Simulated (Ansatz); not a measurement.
## Single-point calculation of Sr$_{2}$V$_{3}$O$_{8}$ (part 3 of 3)

Sr$_{2}$V$_{3}$O$_{8}$ (slab, 13 atoms in the cell); DFT PBEsol, scalar-relativistic, plane waves, PAW, spin-polarised (Ansatz 0.2.0); cutoff 420 eV, 1×1×1 k-mesh, Gaussian smearing of 0.1 eV, collinear spins. The structure derives from an entry of the Crystallography Open Database. It belongs to a series of runs on one base structure; here: k mesh: [1, 1, 1].

Geometry of the input (Å; fractional positions):
```
3.8103  0.0000  0.0000
0.0000  3.8103  0.0000
0.0000  0.0000  22.6206
V  0.0000  0.0000  0.3316
O  0.5000  0.0000  0.3316
O  0.0000  0.5000  0.3316
Sr 0.5000  0.5000  0.4158
O  0.0000  0.0000  0.4158
V  0.0000  0.0000  0.5000
O  0.5000  0.0000  0.5000
O  0.0000  0.5000  0.5000
Sr 0.5000  0.5000  0.5842
O  0.0000  0.0000  0.5842
V  0.0000  0.0000  0.6684
O  0.5000  0.0000  0.6684
O  0.0000  0.5000  0.6684
```

### Output, continued
```
Levels:          The Fermi level and band energies are counted from a zero that moves with the ramp; work functions are not
--- Per-component energies (eV) ---
  E_band       = -1622.204690
  E_kinetic    = 2916.276527
  E_local      = -93623.190205  (includes V_loc(G=0)·N_el)
  E_nonlocal   = 655.752861
  E_hartree    = 45469.270107
  E_xc         = -1312.105448
  E_vxc        = -1562.242017  (∫ρ·V_xc dr)
  E_paw        = -9762.451183  (= ΣΔE_a)
  E_vpaw       = -947.367372  (= ΣTr[D̂ρ^β])
  E_aug_tail   = 0.021239  (compensation charges beyond the density's cutoff)
  E_efield     = 0.000000  (sawtooth field / dipole correction)
  E_vefield    = 0.000000  (∫n·V_field dr)
  E_ewald      = 35542.789820
  E_core_change = 1.000035  (= ΣΔE_core)
  E_smearing   = -0.120142  (= −TS)
  E_closure    = 0.000000  (closes the sum)
  Σ components = -20112.756389   (vs F -20112.756389, Δ=0.00e0)
--- Forces (eV/Å), atoms counted from 1 ---
  atom   1  V     -0.00000000     0.00000000     5.40303586
  atom   2  O      0.00000000     0.00000000     0.01988125
  atom   3  O     -0.00000000     0.00000000     0.01988125
  atom   4  Sr     0.00000000     0.00000000    -0.03954723
  atom   5  O      0.00000000     0.00000000    -1.72002134
  atom   6  V      0.00000000     0.00000000     0.00001495
  atom   7  O      0.00000000     0.00000000    -0.00001056
  atom   8  O      0.00000000     0.00000000    -0.00001056
  atom   9  Sr     0.00000000     0.00000000     0.03935131
  atom  10  O      0.00000000     0.00000000     1.72001210
  atom  11  V     -0.00000000     0.00000000    -5.40300584
  atom  12  O      0.00000000     0.00000000    -0.01984283
  atom  13  O     -0.00000000     0.00000000    -0.01984283
  max |Σ_I F_I| component: 1.04e-4 eV/Å
--- Stress (GPa, compression-positive) ---
       25.364103       0.000000       0.000000
        0.000000      25.364103       0.000000
        0.000000       0.000000     -16.979613
  P = ⅓ Tr σ = 11.2495 GPa (112.495 kbar)
--- Band table (eV) ---
  k-point 0 ↑: bands = ["-64.0328", "-64.0208", "-64.0207", "-38.1048", "-38.0823", "-38.0749", "-37.9060", "-37.9060", "-37.8897", "-37.8897", "-37.8897", "-37.8897", "-31.1477", "-31.1295", "-17.0685", "-16.7610", "-16.4393", "-16.1357", "-15.6085", "-15.3112", "-15.3107", "-14.6137", "-13.2381", "-13.2381", "-13.2049", "-13.2049", "-12.9717", "-12.5498", "-4.5496", "-3.4661", "-2.6467", "-2.6467", "-2.4542", "-2.4542", "-1.8711", "-1.8711", "-1.7230", "-1.7230", "-1.2306", "-1.0388", "-0.8821", "-0.8821", "-0.4036", "-0.1365", "0.0050", "0.3908", "0.3908", "0.3913", "0.3913", "0.3943", "0.6060", "0.7042", "0.7042", "0.7253", "0.7347", "1.1682", "1.1682", "1.5269", "1.5269", "2.2953", "2.2953", "2.4997", "3.3526", "3.5699", "3.5705", "3.6064", "5.0141"]
  k-point 0 ↓: bands = ["-62.3418", "-62.0775", "-62.0775", "-36.7483", "-36.4077", "-36.4068", "-36.0812", "-36.0812", "-35.8434", "-35.8434", "-35.8434", "-35.8434", "-31.1434", "-31.1250", "-17.3710", "-16.9888", "-16.1970", "-15.5697", "-15.3768", "-14.9132", "-14.5383", "-14.5370", "-13.2277", "-13.2277", "-13.1944", "-13.1944", "-12.8990", "-12.5385", "-4.4422", "-3.4492", "-2.6081", "-2.6081", "-2.5274", "-2.5274", "-1.4593", "-1.4593", "-1.0005", "-0.8757", "-0.8757", "-0.6610", "-0.5954", "-0.5954", "-0.4074", "-0.0666", "0.3389", "0.5865", "0.8597", "0.8597", "1.3805", "1.3805", "1.4082", "1.4082", "2.5083", "2.5083", "3.0126", "3.1602", "3.1602", "3.3354", "3.3497", "3.5572", "3.7235", "3.7235", "4.2213", "4.4964", "4.7260", "4.7265", "5.7489"]
--- Löwdin populations: 13 sites ---
  site symbol       q [e]    m [muB]
     0      V     11.5152     2.1260
     1      O      6.8599     0.4904
     2      O      6.8599     0.4904
     3     Sr      8.4158     0.0020
     4      O      6.5341    -0.3037
     5      V     11.5909     1.9111
     6      O      7.0173    -0.2270
     7      O      7.0173    -0.2270
     8     Sr      8.4158     0.0020
     9      O      6.5341    -0.3037
    10      V     11.5153     2.1260
    11      O      6.8599     0.4905
    12      O      6.8599     0.4905
  spilling = 0.009389 (of n_electrons = 107.000000)
```

### File populations.tsv
```
# site	symbol	l	j	q_up	q_dn
# orbitals = lowdin
# n_electrons = 107.000000
# spilling = 0.009389
0	V	0_3S	-	0.994955	0.995057
0	V	0_4S	-	0.248822	0.245788
0	V	1_3P	-	2.995974	2.991169
0	V	2_3D	-	2.580867	0.462614
1	O	0_2S	-	0.798561	0.798320
1	O	1_2P	-	2.876606	2.386414
2	O	0_2S	-	0.798561	0.798320
2	O	1_2P	-	2.876606	2.386414
3	Sr	0_4S	-	0.969030	0.968754
3	Sr	0_5S	-	0.254322	0.253580
3	Sr	1_4P	-	2.985562	2.984578
4	O	0_2S	-	0.862985	0.869007
4	O	1_2P	-	2.252216	2.549916
5	V	0_3S	-	0.988478	0.988878
5	V	0_4S	-	0.254778	0.242963
5	V	1_3P	-	2.990913	2.995502
5	V	2_3D	-	2.516843	0.612557
6	O	0_2S	-	0.777936	0.790091
6	O	1_2P	-	2.617197	2.832082
7	O	0_2S	-	0.777936	0.790091
7	O	1_2P	-	2.617197	2.832082
8	Sr	0_4S	-	0.969030	0.968754
8	Sr	0_5S	-	0.254322	0.253580
8	Sr	1_4P	-	2.985562	2.984578
9	O	0_2S	-	0.862985	0.869008
9	O	1_2P	-	2.252218	2.549917
10	V	0_3S	-	0.994955	0.995057
10	V	0_4S	-	0.248821	0.245788
10	V	1_3P	-	2.995974	2.991168
10	V	2_3D	-	2.580875	0.462615
11	O	0_2S	-	0.798561	0.798320
11	O	1_2P	-	2.876605	2.386365
12	O	0_2S	-	0.798561	0.798320
12	O	1_2P	-	2.876605	2.386365
```

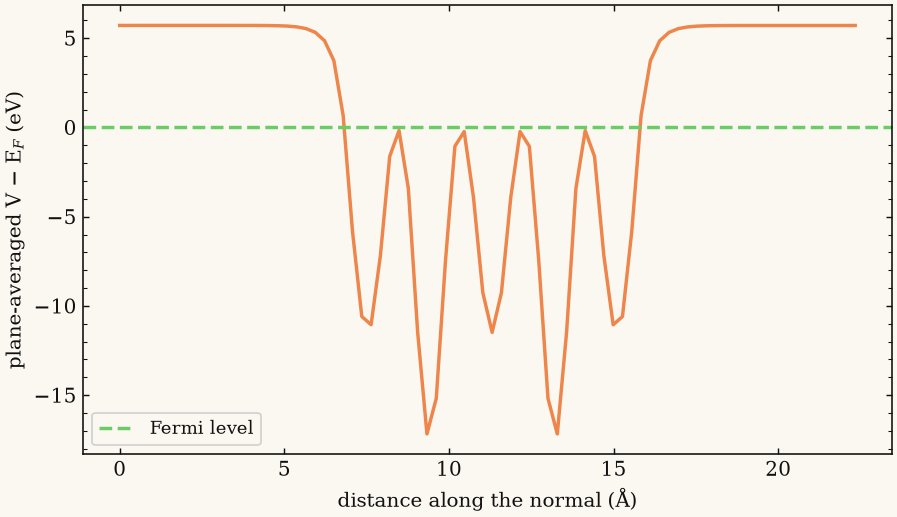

**Figure 1.** Plane average of the electrostatic potential energy of an electron across the cell, from the Fermi level. The vacuum level lies 5.71 eV above the Fermi level.

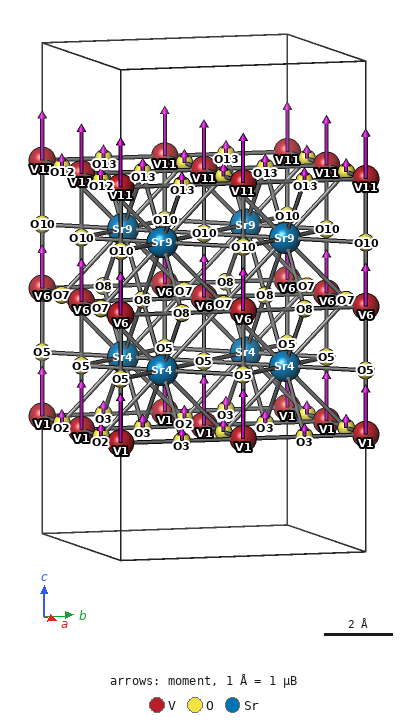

**Figure 2.** Magnetic moments of the sites as pink arrows (ball-and-stick view of the 2 × 2 repeat of the cell, with the vacuum cut short, seen slightly off an axis; atoms are numbered from 1 in the order of the input); small moments hardly show. The run is collinear, so the axis drawn is arbitrary. Site moments: V1, V11 (1.50 μB); V6 (1.31 μB); O2, O3, O12, O13 (0.42 μB); O5, O10 (−0.25 μB); O7, O8 (−0.20 μB). They are counted near the atoms and needn't add up to the moment of the cell.

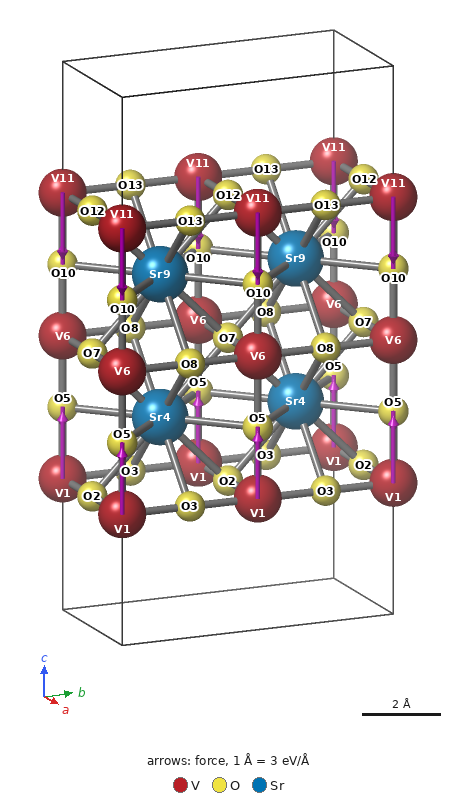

**Figure 3.** Forces on the atoms as pink arrows (ball-and-stick view of the 1 × 2 repeat of the cell, with the vacuum cut short, seen slightly off an axis; atoms are numbered from 1 in the order of the input); the smallest are left out. The largest act on V1, V11 (5.40 eV/Å); O5, O10 (1.72 eV/Å). 

### Key numbers

```tsv
quantity	value
outcome	converged
electrons treated	107
free energy	−20112.7564 eV
work function, top face	5.71 eV
work function, bottom face	5.71 eV
Fermi energy	1.392 eV
gap on the k-point mesh	0.03 eV
net moment of the cell	7.11 μB
integrated absolute moment	9.05 μB
work function (upper face)	5.71 eV
largest force (length of the vector)	5.403 eV/Å
wall time	15 s
peak memory	0.61 GiB
```

### Remarks

The program warns: the state was not tested for a lower one. The k-point mesh is coarse for a cell of this size, so the results may not be converged.
